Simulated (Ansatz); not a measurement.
Al$_{3}$GaN$_{4}$: several calculations on one system

### Relaxation

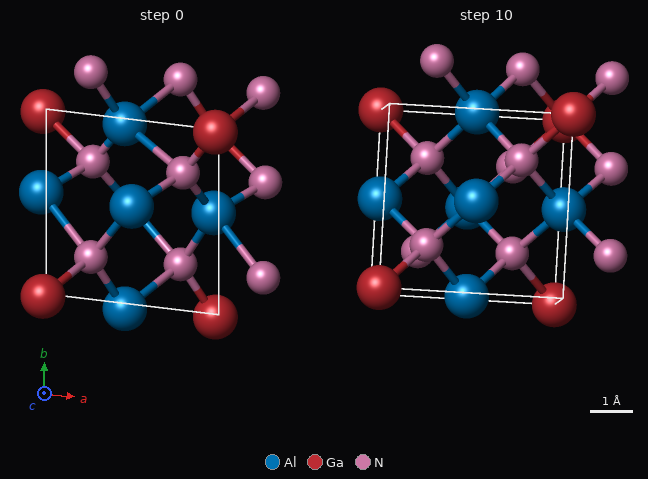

The structure of a crystal of Al3GaN4 (set up in P1) before (left) and after (right) a relaxation, at one scale.

A ball-and-stick model of the cell of the calculation, reduced to other axes, seen along the c axis. Lengths and directions refer to the drawn axes.

Case: all atoms moved at random, sigma 0.15 Å for each component, cell strained at random, sigma 0.06; relaxed back.

These are results of Ansatz, DFT PBEsol, scalar-relativistic, plane waves, PAW, not measurements. Settings: plane-wave cutoff 420 eV; k-point mesh 6 × 6 × 6; occupations gaussian; smearing width 0.05 eV; no spin polarisation; cell and atoms relaxed; force threshold 0.01 eV/Å; at most 80 steps.

Describe what moved and what it gained.

After 8 accepted moves (10 points after the start) the energy has fallen by 1054 meV per atom. Largest force component: 14 eV/Å at the start, 0.00022 eV/Å at the end. Pressure: 36.32 GPa at the start and −0.01 GPa at the end. At 2 points the geometry stayed and the basis and grid were re-selected for the new cell (energy shift of 7.4 meV per atom at most each time). The largest moves relative to the cell, 0.28 Å, are those of N atoms. Largest moves by element: N 0.28 Å, Al 0.26 Å, Ga 0.18 Å. The volume changes by +3.8 %, with a 4.167 → 4.406 Å (+5.7 %), b 4.428 → 4.407 Å (−0.5 %), c 4.533 → 4.408 Å (−2.8 %), α 94.2° → 90.0°, β 95.3° → 90.0°, γ 96.4° → 90.0°. Some distances before and after: Al–N 1.446 → 1.895 Å, Al–N 2.272 → 1.895 Å, Ga–N 1.577 → 1.949 Å, Al–N 2.249 → 1.895 Å. Bond angles that change, for instance: N–Al–N 128.9° → 107.2°, Al–N–Ga 128.8° → 108.3°, Al–N–Al 91.6° → 110.6°. The space group (tolerance 0.01 Å) goes from P1 (No. 1) to P-43m (No. 215).

### Relaxation

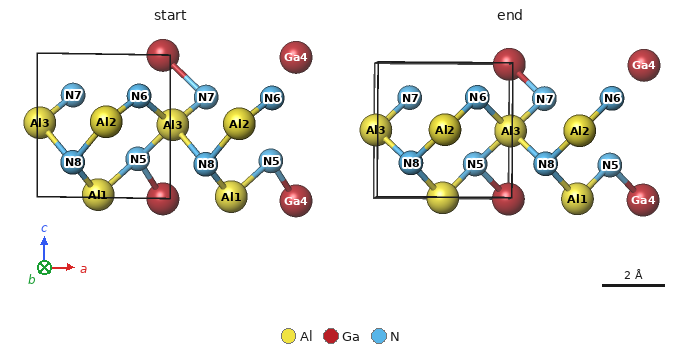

The structure of solid Al3GaN4 (set up in P1) before (left) and after (right) a relaxation, at one scale.

A ball-and-stick model of the cell of the calculation, repeated 2 × 1 × 1 with one cell outlined, seen along the b axis.

Case: all atoms moved at random, sigma 0.1 Å for each component, cell strained at random, sigma 0.06; relaxed back.

Theory: DFT PBEsol, scalar-relativistic, plane waves, PAW (Ansatz 0.2.0). (plane-wave cutoff 420 eV; k-point mesh 6 × 6 × 6; occupations gaussian; smearing width 0.05 eV; no spin polarisation; cell and atoms relaxed; force threshold 0.01 eV/Å; at most 80 steps)

### Describe what moved and what it gained.

Over 5 accepted moves (7 points after the start) the energy falls by 2.499 eV per cell of the calculation. Largest force component: 3.3 eV/Å at the start, 0.00063 eV/Å at the end. The pressure goes from −7.11 to 0.00 GPa. At 2 points the geometry stayed and the basis and grid were re-selected for the new cell (energy shift of 10.1 meV per cell of the calculation at most each time). The largest move relative to the cell is that of Ga4, 0.27 Å along [2 1 0]. By element the largest moves are Ga 0.27 Å, Al 0.21 Å, N 0.18 Å. Cell: a 4.359 → 4.407 Å (+1.1 %), b 4.543 → 4.407 Å (−3.0 %), c 4.695 → 4.408 Å (−6.1 %), α 88.7° → 90.0°, β 90.8° → 90.0°, γ 87.0° → 90.0°. Volume −7.8 %. Among the contacts that change: Al1–N6 2.309 → 1.895 Å, Ga4–N8 2.269 → 1.949 Å, Ga4–N7 2.214 → 1.949 Å, Al2–N5 2.056 → 1.895 Å. Among the angles between lasting bonds that change: N5–Ga4–N6 130.6° → 109.5°, Al1–N7–Ga4 92.4° → 108.3°, N6–Al1–N7 91.6° → 107.2°. The space group (tolerance 0.01 Å) goes from P1 (No. 1) to P-43m (No. 215). Cost: 2.1 min on 2 threads of Arm Neoverse V2, on a shared host, peak memory 0.53 GiB.

### Scan

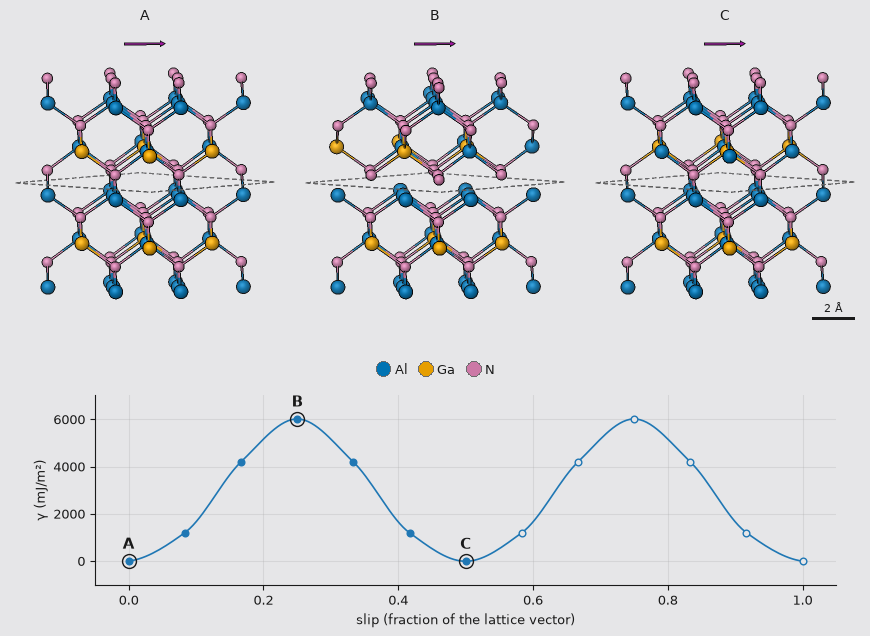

Energy scan for a crystal of Al₃GaN₄ (P-43m), in which the crystal above a cut along the (1 0 0) plane of the conventional cell (between a plane of Al below and one of N above, 1.08 Å apart) is slid rigidly by fractions of an in-plane lattice vector 6.22 Å long (a generalised stacking fault). One cut stands in each cell, which starts 8.8 Å high; nothing is relaxed, and the dashed outline marks the cut, the arrow on top the direction of slip. The lettered frames are marked on the plot. Hollow markers are points alike by symmetry, not computed again. A ball-and-stick model of the layers on both sides of the cut, seen from the side, nearly along the cut plane.

Computed with DFT r2SCAN, scalar-relativistic, plane waves, PAW (Ansatz 0.2.0). Set-up: plane-wave cutoff 500 eV; k-point mesh 5 × 5 × 3; occupations gaussian; smearing width 0.05 eV; no spin polarisation. Energies (free energies at the smearing named) are counted from the relaxed crystal.

Q: What does the scan show?

A: The curve starts and ends at zero, since a full lattice vector restores the crystal. Its highest computed point is 6019 mJ/m² at slip 0.25 and 0.75. The local minimum at 0.50 (−6 mJ/m²) is a metastable fault on this line; the lower of the two humps that part it from the perfect crystal is 6019 mJ/m² high. The path is symmetric about half-way. Relaxation across the fault would lower the values.
